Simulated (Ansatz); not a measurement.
**Geometry relaxation, with input and output: Mo13S24 (charge +2) (part 2 of 3)**

Continued. System: Mo13S24 (defect cell, 37 atoms in the cell, total charge +2). Method: DFT PBE+D3(BJ), scalar-relativistic, plane waves, PAW, spin-polarised (Ansatz 0.2.0); cutoff 420 eV, 2×2×2 k-mesh, Gaussian smearing of 0.01 eV, collinear spins. The structure derives from a Materials Project entry. It belongs to a series of runs on one base structure; here: Mo interstitial, charge +2, atoms relaxed at the host's cell, started again with a moment of 4 μB.

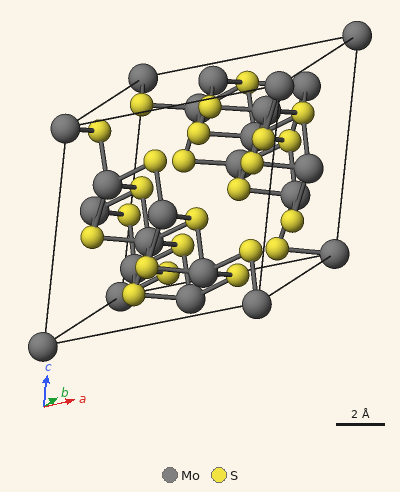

The geometry at step 2 of the log (ball-and-stick view of the cell of the calculation, seen slightly off an axis).

Output, continued
```
--- Forces (eV/Å), atoms counted from 1 ---
  atom   1  Mo    -0.01565416    -0.01876356     0.00842680
  atom   2  Mo     0.01565416    -0.01876356    -0.00842680
  atom   3  Mo     0.01872095    -0.01080855     0.00000000
  atom   4  Mo    -0.00000000     0.00000000    -0.00000000
  atom   5  Mo    -0.01872095    -0.01080855    -0.00000000
  atom   6  Mo     0.02407680    -0.00417512     0.00842680
  atom   7  Mo     0.00842264     0.02293868    -0.00842680
  atom   8  Mo    -0.00000000    -0.00000000     0.02352951
  atom   9  Mo     0.00000000     0.00000000    -0.02352951
  atom  10  Mo    -0.00842264     0.02293868     0.00842680
  atom  11  Mo    -0.02407680    -0.00417512    -0.00842680
  atom  12  Mo     0.00000000     0.02161709     0.00000000
  atom  13  S     -0.01996865    -0.00437058     0.01183768
  atom  14  S      0.01315526     0.01981490     0.01202048
  atom  15  S      0.00140758    -0.02097316    -0.00129907
  atom  16  S     -0.02373784     0.00148534     0.01202048
  atom  17  S      0.00619929     0.01947865     0.01183768
  atom  18  S      0.01058258    -0.02130024     0.01202048
  atom  19  S     -0.02058008    -0.00657556     0.01259297
  atom  20  S      0.00459544     0.02111066     0.01259297
  atom  21  S      0.01376936    -0.01510807     0.01183768
  atom  22  S      0.01745950     0.01170558    -0.00129907
  atom  23  S     -0.01886708     0.00926758    -0.00129907
  atom  24  S      0.01598465    -0.01453509     0.01259297
  atom  25  S      0.02373784     0.00148534    -0.01202048
  atom  26  S     -0.01376936    -0.01510807    -0.01183768
  atom  27  S     -0.01745950     0.01170558     0.00129907
  atom  28  S      0.01996865    -0.00437058    -0.01183768
  atom  29  S     -0.01058258    -0.02130024    -0.01202048
  atom  30  S     -0.00619929     0.01947865    -0.01183768
  atom  31  S      0.02058008    -0.00657556    -0.01259297
  atom  32  S     -0.01598465    -0.01453509    -0.01259297
  atom  33  S     -0.01315526     0.01981490    -0.01202048
  atom  34  S     -0.00140758    -0.02097316     0.00129907
  atom  35  S      0.01886708     0.00926758     0.00129907
  atom  36  S     -0.00459544     0.02111066    -0.01259297
  atom  37  Mo    -0.00000000     0.00000000    -0.00000000
  max |Σ_I F_I| component: 4.17e-17 eV/Å
--- Charged-cell corrections in eV (Makov–Payne, q = +2.000 e, ε = [14.123, 14.123, 4.698]) ---
  F (periodic)     = -86143.179637  (uncorrected; the corrections below are reported, never added to it)
  E_corr1          = +0.952522  (monopole, q²α_M/2ε̄L, of the cell on which ε is isotropic)
  F Makov-Payne    = -86142.227115  (F + E_corr1; no measured alignment; for a localised charge, not one spread in a band: unchecked)
  no potential alignment in this run, which stands beside a crystal: run the host's input off ansatz write-host-input, and read the two finished runs by ansatz place-levels (neither reads a slab, a wire or a sheet, whose cell leaves a vacuum)
--- Band table (eV) ---
  k-point 0 ↑: bands = ["-51.1436", "-51.1073", "-51.1051", "-51.0125", "-51.0058", "-51.0058", "-50.9880", "-50.9880", "-50.9834", "-50.9757", "-50.9757", "-50.9720", "-50.9016", "-25.6388", "-25.3661", "-25.3661", "-25.3507", "-25.2878", "-25.2690", "-25.2688", "-25.2680", "-25.2297", "-25.2295", "-25.1906", "-25.1840", "-25.1839", "-25.1672", "-25.1660", "-25.1610", "-25.1561", "-25.1550", "-25.1480", "-25.1479", "-25.1478", "-25.1241", "-25.1240", "-25.1133", "-25.0925", "-25.0925", "-25.0853",
      "-25.0545", "-25.0545", "-25.0258", "-25.0221", "-25.0221", "-25.0155", "-25.0140", "-25.0078", "-24.9857", "-24.9857", "-24.9227", "-24.9227", "-4.4616", "-3.6637", "-3.4514", "-3.3957", "-3.2762", "-3.2585", "-3.2189", "-3.1064", "-2.9505", "-2.8701", "-2.8474", "-2.6609", "-2.5802", "-2.5422", "-2.4547", "-2.3973", "-2.3736", "-2.3419", "-2.3023", "-2.2291", "-2.1303", "-2.1108", "-2.0414", "-2.0312", "3.5744", "3.8476", "3.8538", "3.9763",
      "4.2374", "4.2665", "4.2769", "4.5886", "4.6395", "4.7400", "4.7711", "4.7947", "4.9162", "4.9401", "5.0118", "5.0336", "5.1536", "5.1640", "5.3007", "5.3334", "5.4842", "5.5397", "5.6525", "5.6689", "5.7569", "5.8813", "5.9000", "5.9185", "5.9561", "6.0138", "6.0228", "6.1249", "6.1658", "6.1901", "6.1963", "6.2659", "6.4122", "6.4187", "6.4230", "6.5608", "6.6366", "6.6583", "6.6997", "6.7107",
      "6.7242", "6.7558", "6.9042", "7.0227", "7.2504", "7.2756", "7.3350", "7.3428", "7.3541", "7.6660", "7.7404", "7.7685", "7.8410", "7.8516", "7.8668", "7.8783", "7.9499", "8.1367", "8.1902", "8.2654", "8.3539", "8.3748", "8.6252", "8.6752", "8.7905", "8.8565", "8.8750", "8.8847", "8.9308", "8.9523", "8.9676", "9.1011", "9.1316", "9.1591", "9.2367", "9.2380", "9.2784", "9.7531", "9.7809", "9.8351",
      "9.9194", "10.2550", "10.4780", "10.9438", "11.2944", "11.4441", "11.4550", "11.5667", "11.5801", "11.6589", "11.8690", "11.9261", "12.1257", "12.1260", "12.1362", "12.2126", "12.2208", "12.2282", "12.2912", "12.3081", "12.3603", "12.4193", "12.4324", "12.5439", "12.5591", "12.6141", "12.6215", "12.6390", "12.6857", "12.7287", "12.7421", "12.7502", "12.7806", "12.8323", "12.9435", "13.1774", "13.2718", "13.3625", "13.6221", "13.6394",
      "13.6606"]
  k-point 1 ↑: bands = ["-51.1436", "-51.1067", "-51.1057", "-51.0093", "-51.0093", "-51.0069", "-50.9900", "-50.9849", "-50.9804", "-50.9779", "-50.9758", "-50.9726", "-50.9017", "-25.6388", "-25.3465", "-25.3200", "-25.3173", "-25.3136", "-25.2985", "-25.2875", "-25.2868", "-25.2756", "-25.2683", "-25.2416", "-25.1687", "-25.1642", "-25.1581", "-25.1565", "-25.1555", "-25.1516", "-25.1413", "-25.1324", "-25.1282", "-25.1217", "-25.1127", "-25.1055", "-25.1033", "-25.0954", "-25.0876", "-25.0835",
      "-25.0805", "-25.0608", "-25.0395", "-25.0272", "-25.0193", "-25.0151", "-25.0136", "-25.0092", "-24.9776", "-24.9657", "-24.9487", "-24.9291", "-4.2636", "-4.0436", "-3.6533", "-3.5656", "-3.2213", "-3.0653", "-3.0271", "-2.9517", "-2.8486", "-2.7809", "-2.7387", "-2.6547", "-2.5871", "-2.5359", "-2.4556", "-2.3894", "-2.3677", "-2.3471", "-2.3071", "-2.2634", "-2.2254", "-2.1796", "-2.1549", "-2.0965", "3.6771", "4.1145", "4.1870", "4.2026",
      "4.2914", "4.2935", "4.3238", "4.5118", "4.5556", "4.5928", "4.6350", "4.6586", "4.6794", "4.7133", "4.7435", "4.7980", "4.9601", "5.0048", "5.2365", "5.2452", "5.3030", "5.3626", "5.5749", "5.5935", "5.6444", "5.8377", "5.9084", "5.9879", "6.0323", "6.0466", "6.1863", "6.2101", "6.3648", "6.4494", "6.4806", "6.5361", "6.5547", "6.5868", "6.6330", "6.6544", "6.6661", "6.7155", "6.7713", "6.7815",
      "6.8832", "7.0769", "7.1303", "7.2590", "7.3202", "7.3411", "7.3604", "7.4189", "7.4529", "7.5774", "7.6403", "7.6559", "7.7671", "7.7922", "7.8447", "7.9492", "8.0647", "8.1000", "8.1303", "8.1578", "8.2125", "8.2499", "8.2758", "8.3155", "8.3594", "8.4385", "8.5203", "8.8423", "8.9737", "8.9862", "9.0533", "9.0799", "9.1182", "9.1668", "9.2241", "9.3236", "9.3909", "9.4530", "9.5566", "9.7826",
      "9.9761", "10.1034", "10.4879", "11.0702", "11.2504", "11.7090", "11.7988", "11.8655", "11.8957", "11.9628", "11.9978", "12.0424", "12.0580", "12.0942", "12.1097", "12.1650", "12.2107", "12.2839", "12.3442", "12.3607", "12.3851", "12.4303", "12.4782", "12.5073", "12.5371", "12.6062", "12.6623", "12.7076", "12.7141", "12.7765", "12.8541", "12.9153", "12.9710", "13.0483", "13.0755", "13.1474", "13.2161", "13.2275", "13.2566", "13.3456",
      "13.4940"]
  k-point 0 ↓: bands = ["-51.1135", "-51.1118", "-51.0016", "-50.9953", "-50.9953", "-50.9749", "-50.9749", "-50.9714", "-50.9627", "-50.9627", "-50.9589", "-50.8946", "-50.2453", "-25.3593", "-25.3593", "-25.3401", "-25.3069", "-25.2961", "-25.2667", "-25.2667", "-25.2203", "-25.2203", "-25.1755", "-25.1715", "-25.1715", "-25.1556", "-25.1556", "-25.1415", "-25.1407", "-25.1407", "-25.1349", "-25.1098", "-25.1098", "-25.1017", "-25.0815", "-25.0815", "-25.0725", "-25.0455", "-25.0455", "-25.0152",
      "-25.0094", "-25.0094", "-25.0070", "-24.9997", "-24.9955", "-24.9745", "-24.9745", "-24.9114", "-24.9114", "-24.6414", "-24.1555", "-24.1555", "-4.4477", "-3.6396", "-3.4325", "-3.3806", "-3.2656", "-3.2485", "-3.2113", "-3.1026", "-2.9315", "-2.8534", "-2.8374", "-2.6560", "-2.5757", "-2.5363", "-2.4479", "-2.3930", "-2.3725", "-2.3352", "-2.2977", "-2.2271", "-2.1267", "-2.1060", "-2.0379", "-2.0270", "3.6373", "3.8698", "3.8737", "4.0160",
      "4.2600", "4.2794", "4.3161", "4.6342", "4.6553", "4.7839", "4.8004", "4.8173", "4.9281", "4.9507", "5.0324", "5.0519", "5.1733", "5.2208", "5.3525", "5.3730", "5.5181", "5.5713", "5.6762", "5.7121", "5.7718", "5.8902", "5.9166", "5.9409", "5.9702", "6.0291", "6.0437", "6.1364", "6.1725", "6.2017", "6.2075", "6.2876", "6.4246", "6.4281", "6.4420", "6.6006", "6.6497", "6.6698", "6.7093", "6.7261",
      "6.7338", "6.7722", "6.9154", "7.0577", "7.2709", "7.2926", "7.3797", "7.3892", "7.4835", "7.7008", "7.7511", "7.7946", "7.8557", "7.8696", "7.8853", "7.8879", "7.9546", "8.1841", "8.2452", "8.2946", "8.3766", "8.3886", "8.6525", "8.6974", "8.8121", "8.8689", "8.8960", "8.9073", "8.9461", "8.9714", "8.9790", "9.1112", "9.1380", "9.1717", "9.2491", "9.2547", "9.2918", "9.7798", "9.8064", "9.8797",
      "10.5692", "10.9113", "11.0727", "11.1314", "11.4579", "11.5383", "11.5853", "11.6678", "11.7448", "11.8941", "11.9065", "11.9729", "12.1450", "12.1565", "12.1595", "12.2363", "12.2385", "12.2538", "12.3097", "12.3198", "12.3836", "12.4514", "12.4750", "12.5694", "12.5884", "12.6348", "12.6355", "12.6488", "12.6979", "12.7523", "12.7742", "12.7751", "12.8630", "12.8941", "12.9656", "13.2803", "13.3472", "13.4210", "13.6511", "13.6661",
      "13.7006"]
  k-point 1 ↓: bands = ["-51.1129", "-51.1123", "-50.9987", "-50.9984", "-50.9962", "-50.9776", "-50.9721", "-50.9679", "-50.9646", "-50.9628", "-50.9594", "-50.8947", "-50.2453", "-25.3411", "-25.3159", "-25.3119", "-25.3063", "-25.3054", "-25.2966", "-25.2886", "-25.2791", "-25.2631", "-25.2266", "-25.1600", "-25.1542", "-25.1484", "-25.1442", "-25.1282", "-25.1189", "-25.1121", "-25.1113", "-25.0983", "-25.0930", "-25.0902", "-25.0846", "-25.0754", "-25.0731", "-25.0705", "-25.0535", "-25.0261",
      "-25.0159", "-25.0088", "-25.0029", "-25.0013", "-24.9976", "-24.9657", "-24.9545", "-24.9376", "-24.9178", "-24.6414", "-24.1555", "-24.1555", "-4.2455", "-4.0334", "-3.6375", "-3.5542", "-3.2066", "-3.0470", "-3.0045", "-2.9344", "-2.8349", "-2.7737", "-2.7325", "-2.6522", "-2.5812", "-2.5298", "-2.4504", "-2.3871", "-2.3642", "-2.3431", "-2.3043", "-2.2597", "-2.2228", "-2.1765", "-2.1499", "-2.0923", "3.7531", "4.1611", "4.2160", "4.2382",
      "4.3097", "4.3174", "4.3468", "4.5300", "4.5766", "4.6076", "4.6495", "4.6775", "4.6974", "4.7352", "4.7628", "4.8171", "5.0019", "5.0371", "5.2565", "5.2670", "5.3462", "5.3927", "5.5901", "5.6345", "5.6875", "5.8823", "5.9244", "6.0073", "6.0426", "6.0587", "6.2054", "6.2229", "6.3988", "6.4678", "6.4963", "6.5681", "6.5761", "6.6060", "6.6512", "6.6666", "6.6814", "6.7298", "6.7858", "6.7958",
      "6.8997", "7.1191", "7.1812", "7.2875", "7.3488", "7.3702", "7.3923", "7.4618", "7.4969", "7.5973", "7.6557", "7.6715", "7.7836", "7.8144", "7.8643", "7.9969", "8.0884", "8.1124", "8.1428", "8.1689", "8.2245", "8.2720", "8.2889", "8.3364", "8.3704", "8.4475", "8.5364", "8.8856", "8.9949", "9.0070", "9.0678", "9.1103", "9.1311", "9.1808", "9.2486", "9.3430", "9.4103", "9.4659", "9.5746", "9.7959",
      "10.6518", "10.7793", "11.2642", "11.3273", "11.4967", "11.8196", "11.8882", "11.9023", "11.9504", "12.0060", "12.0350", "12.0663", "12.0807", "12.1132", "12.1618", "12.1781", "12.2448", "12.3137", "12.3783", "12.3913", "12.4298", "12.4565", "12.5022", "12.5545", "12.5675", "12.6571", "12.6957", "12.7310", "12.7453", "12.8190", "12.8781", "12.9363", "12.9911", "13.0665", "13.1028", "13.1997", "13.2432", "13.2770", "13.3209", "13.4015",
      "13.5047"]
```
